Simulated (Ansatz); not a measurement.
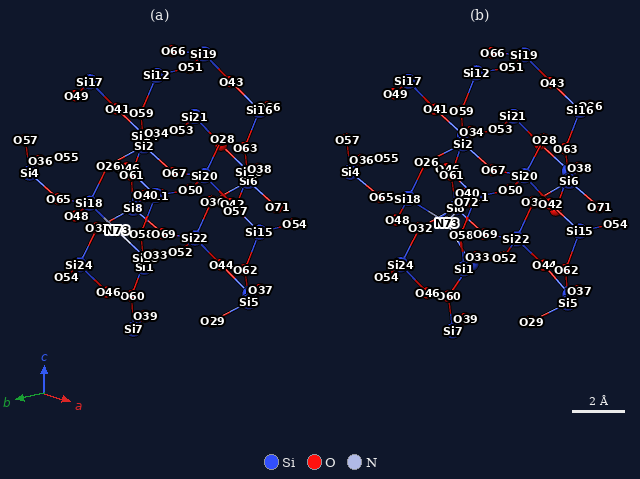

The structure of a defect cell of composition Si24O48N (cell charge +1) before (left) and after (right) a relaxation, at one scale.

The picture is a ball-and-stick view of the atoms within 5.8 Å of the atom that moves most (axes of the cell of the calculation (origin shifted)), seen from a free direction.

These are results of DFT, PBEsol, PAW, plane waves (Ansatz), not measurements. Settings: plane-wave cutoff 420 eV; k-point mesh 1 × 1 × 1; mesh shifted by (0.25, 0.25, 0.25); collinear spin; atoms relaxed in a fixed cell; force threshold 0.03 eV/Å; at most 80 steps.

### Describe what moved and what it gained.

After 10 accepted moves (11 points after the start) the energy has fallen by 6.486 eV per cell of the calculation. Largest force component: 3.8 eV/Å at the start, 0.025 eV/Å at the end. The line search rejected the trial step at point 5 of the run. The atom that moves furthest is an O atom (0.68 Å along [−1 1 −1]). By element the largest moves are O 0.68 Å, N 0.50 Å, Si 0.29 Å. The cell stays as it was. Some distances before and after: N–O 2.308 → 1.221 Å, Si–Si 3.072 → 3.543 Å, O–Si 2.472 → 2.857 Å, N–Si 1.596 → 1.890 Å. New bonds form: N–O (2.31 → 1.22 Å). Among the angles between lasting bonds that change: O–Si–N 111.3° → 96.1°, O–Si–N 109.9° → 98.7°, O–Si–N 109.6° → 100.3°. The program noted that the starting moments weren't kept. The run may lie on a higher electronic state than the lowest, so the end point isn't shown to be the ground-state structure.

Limits of the set-up: the cell is charged, on a uniform background, and energies carry no finite-size correction.
